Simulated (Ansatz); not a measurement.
# GaN: single-point calculation (part 1 of 2)

GaN (slab, 20 atoms in the cell), computed with DFT PBE, scalar-relativistic, plane waves, PAW, no spin polarisation (Ansatz 0.2.0).

The structure derives from an entry of the Crystallography Open Database. It belongs to a series of runs on one base structure; here: the substrate alone at its places in the stack. Figures and captions count atoms from 1; the log counts them from 0 in places.

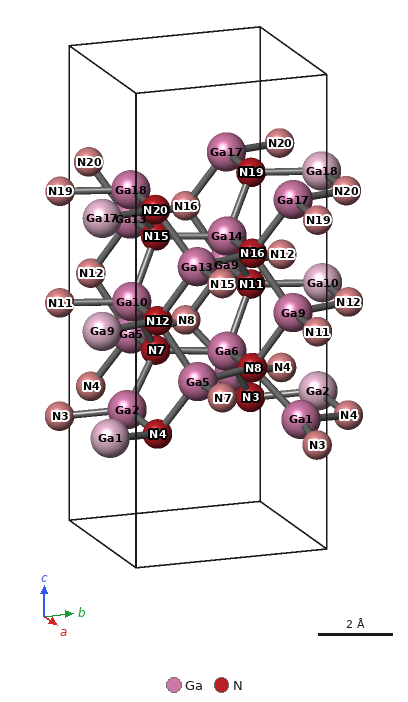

**Figure 1.** The structure as given in the input (ball-and-stick view of the cell of the calculation, with the vacuum cut short, seen slightly off an axis; neighbours outside the cell are drawn fainter; atoms are numbered from 1 in the order of the input). An atom can appear more than once, as a periodic image. Near neighbours in the periodic cell (some may lie outside the picture): Ga has 3 N at 1.85 to 1.98 Å; N has 3 Ga at 1.85 to 1.95 Å; Ga has 4 N at 1.94 to 2.00 Å; N has 4 Ga at 1.95 to 2.00 Å.

Results in brief:

```tsv
quantity	value
outcome	converged
electrons treated	180
free energy	−41672.4959 eV
work function, top face	4.52 eV
work function, bottom face	5.20 eV
Fermi energy	−0.768 eV
gap on the k-point mesh	1.00 eV
work function (upper face)	4.52 eV
largest force (length of the vector)	2.242 eV/Å
hardware	8 threads of Arm Neoverse V2, 24 GiB of memory available, shared host
wall time	57 s (CPU time 7.4 min)
peak memory	4 GiB
```

Warnings of the run: the exchange-correlation potential is rough where the density is thin.

Input file:
```yaml
crystal:
  lattice:
    - [5.2430304801, 0.0, 0.0]
    - [0.0, 5.5744824182, 0.0]
    - [0.0, 0.0, 28.9001409213]
  atoms:
    - { symbol: Ga, position: [0.9884310721, 0.8684308592, 0.2706969646] }
    - { symbol: Ga, position: [0.488654482, 0.1321435693, 0.270625807] }
    - { symbol: "N", position: [0.3367004187, 0.8311535802, 0.2626060265] }
    - { symbol: "N", position: [0.8368110246, 0.1693583905, 0.2623139118] }
    - { symbol: Ga, position: [0.9628807477, 0.3363864408, 0.3166150031] }
    - { symbol: Ga, position: [0.4628301702, 0.6642026372, 0.3169113354] }
    - { symbol: "N", position: [0.339005565, 0.3339468231, 0.3184187866] }
    - { symbol: "N", position: [0.8390341415, 0.6665459471, 0.3184649808] }
    - { symbol: Ga, position: [0.9643772819, 0.8352329493, 0.3752489174] }
    - { symbol: Ga, position: [0.4641790188, 0.1647715599, 0.3750752139] }
    - { symbol: "N", position: [0.3410445864, 0.8311912272, 0.3742084728] }
    - { symbol: "N", position: [0.8408672945, 0.1687929511, 0.3737080364] }
    - { symbol: Ga, position: [0.9630334047, 0.3338856048, 0.4295567799] }
    - { symbol: Ga, position: [0.4638002083, 0.664648059, 0.4301115834] }
    - { symbol: "N", position: [0.3378911285, 0.3343035479, 0.4305148083] }
    - { symbol: "N", position: [0.8382663367, 0.6659239303, 0.4306044956] }
    - { symbol: Ga, position: [0.9651021355, 0.8355088376, 0.4863198719] }
    - { symbol: Ga, position: [0.4636703415, 0.1600473303, 0.4850022898] }
    - { symbol: "N", position: [0.3318221932, 0.8361616424, 0.4833114212] }
    - { symbol: "N", position: [0.8309964293, 0.1608437112, 0.482740564] }
basis:
  ecutwfc: 420
kpoints:
  mp_grid: { grid: [7, 6, 1] }
hamiltonian:
  xc: pbe
scf:
  occupations: { method: gaussian, width: 0.1 }
output:
  forces: true
  stress: true
  eigenvalues: true
  write_density: true
  write_potential: true
  elf: true
  volumetric_format: npy
efield:
  axis: 3
  dipole_correction: true
  ramp_width: 0.04
```

Run as:
```bash
ansatz run input.yaml --threads 8 --pin off --max-ram 20480MiB --backend cpu --events-out ev --progress --plain --runs-dir out
```

The program's output:
```
Engine: ansatz 0.2.0, aarch64-unknown-linux-gnu
Pseudopotentials: kind: paw
Pseudopotential: Ga, paw, valence charge 13, recommended cutoff 420 eV (normal), Ga.paw.azcp
Pseudopotential: N, paw, valence charge 5, recommended cutoff 420 eV (normal), N.paw.azcp
Functional definition: PBE
  parameter kappa = 0.804
  parameter beta = 0.06672455060314922
  exchange = pbe_x(kappa = kappa, mu = beta*pi^2/3)
  correlation = pbe_c(beta = beta)
Crystal: 20 atoms, lattice volume = 844.670 Å³
Basis set: ecut = 420 eV, 16555 PW (Γ), exchange–correlation on 72×80×400 points (8 copies of the dense FFT grid, shifted against one another)
Bands: 110, of which v1, the nominal top of the filled ones, is band 90 counted from 1 (89 counted from 0)
Symmetry: 1 space group operations
Space group: P1 (ITA 1), of the structure as read, at distance tolerance 9.5e-5 Å
k-points: 22 of 42 (time reversal used)
Non-local potential: Ga, projectors of the file, l = 0: 2, l = 1: 2, l = 2: 3, l = 3: 1
Non-local potential: N, projectors of the file, l = 0: 2, l = 1: 2, l = 2: 1
PAW form: soft (Blöchl's): semilocal exchange-correlation on the pseudo side does not see the compensation charge
PAW one-centre angular grid: Ga, 590 points (default); XC on 64 Gauss nodes
PAW one-centre angular grid: N, 110 points (default); XC on 64 Gauss nodes
Initial density: superposition of atomic densities (neutral atoms: chi_scale 0, normalization atom), corrected by the library's trained network
Initial wavefunctions: pseudopotential atomic-orbital guess
Functional: x = pbe(κ = 0.804, μ = 0.2195149727645171), c = pbe(β = 0.06672455060314922)
SCF iter   1: F=—  HF=-41672.491612 eV  |F-HF|=—  |Δ(HF+E_count)|=         —  Δρ=1.65e-3  dr2=4.27e-2  ethr=1.77e-3  p=0.077 e·Å  D=1.64e-2 V/Å  ΔV_dip=-0.47 eV  dr2_dipole=3.18e-3  V_vac-E_F(+/−)=4.49/4.96 eV  ⟨swp⟩=6.7  Hψ=9889  notcnv=0  defer=130
efield: sawtooth ramp at fractional position 0.8543 (placed from the atoms, in the widest stretch of the axis that holds none; the zero of the levels goes with the place), width 0.0400; the density the first Hamiltonian is built on has a dipole p = 0.077 e·Å; the dipole correction subtracts the counter field D = 1.64e-2 V/Å, which shifts the + side's vacuum level by -0.47 eV against the − side's; the planar-averaged density in the ramp window peaks in size at 1.6e-6 e/Å³
preconditioner: auto → Resta (q_TF=auto, 2.109 Å⁻¹)  ε∞=2.3  [insulator: Δε(μ)=0.978 eV  Ē_g=15.220 eV  σ=0.100 eV  W_gap=1.00  n_scr=134 (ndim 8)  ℏωp=17.1 eV  f_vac=0.677  D(μ)=0.00/eV (n_scr^D=0)  ε∞_Penn≈2.3  vacuum switching on, ρ_ref=1.7e-2 e/Å³]
SCF iter   2: F=—  HF=-41672.496504 eV  |F-HF|=—  |Δ(HF+E_count)|=   4.89e-3  Δρ=1.16e-3  dr2=1.33e-2  ethr=2.37e-5  p=0.120 e·Å  D=2.56e-2 V/Å  ΔV_dip=-0.74 eV  dr2_dipole=1.09e-3  V_vac-E_F(+/−)=4.49/5.23 eV  ⟨swp⟩=2.0  Hψ=4592  notcnv=0  defer=184
SCF iter   3: F=—  HF=-41672.495379 eV  |F-HF|=—  |Δ(HF+E_count)|=   1.13e-3  Δρ=5.29e-4  dr2=1.88e-3  ethr=7.38e-6  p=0.105 e·Å  D=2.24e-2 V/Å  ΔV_dip=-0.65 eV  dr2_dipole=8.23e-5  V_vac-E_F(+/−)=4.51/5.16 eV  ⟨swp⟩=2.0  Hψ=2727  notcnv=0  defer=184
SCF iter   4: F=—  HF=-41672.495992 eV  |F-HF|=—  |Δ(HF+E_count)|=   6.13e-4  Δρ=2.32e-4  dr2=5.24e-4  ethr=1.04e-6  p=0.111 e·Å  D=2.38e-2 V/Å  ΔV_dip=-0.69 eV  dr2_dipole=1.55e-5  V_vac-E_F(+/−)=4.50/5.19 eV  ⟨swp⟩=2.9  Hψ=3973  notcnv=0  defer=184
SCF iter   5: F=—  HF=-41672.496057 eV  |F-HF|=—  |Δ(HF+E_count)|=   6.52e-5  Δρ=6.29e-5  dr2=3.30e-5  ethr=2.91e-7  p=0.111 e·Å  D=2.37e-2 V/Å  ΔV_dip=-0.68 eV  dr2_dipole=4.83e-8  V_vac-E_F(+/−)=4.51/5.20 eV  ⟨swp⟩=2.0  Hψ=3100  notcnv=0  defer=184
SCF iter   6: F=—  HF=-41672.495885 eV  |F-HF|=—  |Δ(HF+E_count)|=   1.72e-4  Δρ=2.93e-5  dr2=5.63e-6  ethr=1.84e-8  p=0.111 e·Å  D=2.37e-2 V/Å  ΔV_dip=-0.68 eV  dr2_dipole=1.93e-8  V_vac-E_F(+/−)=4.51/5.20 eV  ⟨swp⟩=2.3  Hψ=3973  notcnv=0  defer=229
SCF iter   7: F=—  HF=-41672.495889 eV  |F-HF|=—  |Δ(HF+E_count)|=   4.27e-6  Δρ=1.70e-5  dr2=3.04e-6  ethr=3.13e-9  p=0.110 e·Å  D=2.37e-2 V/Å  ΔV_dip=-0.68 eV  dr2_dipole=8.52e-9  V_vac-E_F(+/−)=4.51/5.20 eV  ⟨swp⟩=2.0  Hψ=3936  notcnv=0  defer=235
SCF iter   8: F=—  HF=-41672.495889 eV  |F-HF|=—  |Δ(HF+E_count)|=   3.38e-9  Δρ=4.49e-6  dr2=1.63e-7  ethr=1.69e-9  p=0.110 e·Å  D=2.36e-2 V/Å  ΔV_dip=-0.68 eV  dr2_dipole=2.27e-11  V_vac-E_F(+/−)=4.52/5.20 eV  ⟨swp⟩=2.0  Hψ=3868  notcnv=0  defer=238
SCF iter   9: F=-41672.495889 eV  HF=-41672.495889 eV  |F-HF|=7.55e-9  |Δ(HF+E_count)|=   1.50e-7  Δρ=2.38e-6  dr2=4.91e-8  ethr=5.56e-11  p=0.110 e·Å  D=2.36e-2 V/Å  ΔV_dip=-0.68 eV  dr2_dipole=2.17e-11  V_vac-E_F(+/−)=4.52/5.20 eV  ⟨swp⟩=26.4  Hψ=23146  notcnv=0
SCF 1 converged in 9 iterations: F = -41672.495889 eV  dr2 = 4.91e-8
  greatest PAW one-centre occupation: 0.996 electrons in one spin orbital (limit 2), on the Ga atom at site 1 (counted from 0), in its partial waves of l = 2
WARN: The output density's exchange-correlation potential varies sharply where the density is thin. Do not read a vacuum level from v_tot or v_xc, or from such a field of the output density. On a cell that repeats whose density bears no net charge and no dipole along the vacuum's axis use v_es (v_loc + v_h of the components); under efield.dipole_correction with no amplitude use v_es + v_field, which holds any external_charges[].barrier, or the levels of the report's work_function block, which leave it out; under a non-zero efield.amplitude the vacuum is tilted and has no level; on a cell that repeats and bears such a dipole with no correction it is tilted too, and efield.dipole_correction with no amplitude gives each side of its ramp a level where efield: is served; in a cell that repeats whose density bears a net charge (total_charge, or a fill off its count) it is curved and has none; of a slab under crystal.periodic whose density bears no net charge use v_es, which has a level on each side, short of where the two are joined; of another it falls or rises all the way out and has none; of a slab beside external_charges read slab_vacuum_level instead, which it has where they leave it neutral. The grid or the basis barely resolves most such structure, and the values can differ between equally converged runs; as a rule a tighter scf.convergence.dr2_threshold does not remove it. Where the density itself ripples (under the LDA too) a higher basis.ecutwfc lessens it. The files hold the spikes' plane waves up to the density's cutoff. Files: v_tot_of_output_density and the like, and their columns of v_z.tsv (output.write_potential); v_xc_of_output_density and the like, and their columns of v_comp_z.tsv (output.write_potential_components). Measured: with its Gaussian average of σ = 0.25 Å subtracted twice, the exchange-correlation potential is over 0.1 eV at 51 of the grid points where the equally averaged density (valence and model cores) is under 1e-3 e/Å³, and 0.172 eV at the most among them, at an averaged density of 1.3e-7 e/Å³. The input density's (outcome.potential() and, of a run that writes arrays, v_tot and v_xc) is over 0.1 eV, so measured, at 1 points of its own thin density, 0.116 eV at the most. See output.write_potential in the manual, Limitations
SCF converged after 9 iterations
Free energy (F): -41672.495889 eV
Harris-Foulkes:  -41672.495889 eV  (|F-HF|=7.55e-9)
Internal energy: -41672.495889 eV  (E = F + TS)
E sigma→0 (E₀):  -41672.495889 eV
Fermi energy:    -0.768076 eV
Dipole field:    D = 0.023633 V/Å  (p = 0.110317 e·Å, saw-weighted, corrected)
Work function:   Φ+ = 4.5155 eV   Φ− = 5.1985 eV
Levels:          The Fermi level and band energies are counted from a zero that moves with the ramp; work functions are not
--- Per-component energies (eV) ---
  E_band       = -2028.240553
  E_kinetic    = 2446.949097
  E_local      = -277406.910538  (includes V_loc(G=0)·N_el)
  E_nonlocal   = 4737.877608
  E_hartree    = 136941.905139
  E_xc         = -1279.364057
  E_vxc        = -1328.841884  (∫ρ·V_xc dr)
  E_paw        = -21194.997092  (= ΣΔE_a)
  E_vpaw       = -4361.034113  (= ΣTr[D̂ρ^β])
  E_aug_tail   = 0.000372  (compensation charges beyond the density's cutoff)
  E_efield     = 0.001304  (sawtooth field / dipole correction)
  E_vefield    = -0.091336  (∫n·V_field dr)
  E_ewald      = 114082.042277
  E_smearing   = -0.000000  (= −TS)
  E_closure    = -0.000000  (closes the sum)
  Σ components = -41672.495889   (vs F -41672.495889, Δ=0.00e0)
--- Forces (eV/Å), atoms counted from 1 ---
  atom   1  Ga     0.01132388     0.01188074    -0.01979957
  atom   2  Ga     0.00938153    -0.01338070    -0.01865711
  atom   3  N      0.00180183    -0.00821953    -0.01279735
  atom   4  N      0.00022520     0.01042493    -0.01120992
  atom   5  Ga    -0.02482979    -0.02921617     0.01719791
  atom   6  Ga    -0.02667342     0.03893475     0.02233568
  atom   7  N     -0.00089535     0.00587449     0.04363548
  atom   8  N     -0.00188341    -0.01231185     0.05062027
  atom   9  Ga     0.08153475     0.11149407     0.00340197
  atom  10  Ga     0.08270647    -0.11806859    -0.00433081
  atom  11  N      0.02438789    -0.02753477    -0.16671652
  atom  12  N      0.01392575     0.00698299    -0.13303105
  atom  13  Ga    -0.17875029    -0.20283846     0.38037957
  atom  14  Ga    -0.17209771     0.27034404     0.26491654
  atom  15  N     -0.13738368     0.27005254     0.22251119
  atom  16  N     -0.09242423    -0.37223684     0.33053791
  atom  17  Ga     0.83528942     1.36612084    -1.56874702
  atom  18  Ga     0.98924542    -1.24987139    -1.28228387
  atom  19  N     -0.70758004     0.38085396     0.94275148
  atom  20  N     -0.70740726    -0.43927337     0.93919520
  max |Σ_I F_I| component: 1.03e-4 eV/Å
--- Stress (GPa, compression-positive) ---
       -0.412092       0.016748       0.097047
        0.016748      -0.157737       0.034986
        0.097047       0.034986      -0.257486
  P = ⅓ Tr σ = -0.2758 GPa (-2.758 kbar)
--- Band table (eV; the first three rows and the last of 22) ---
```
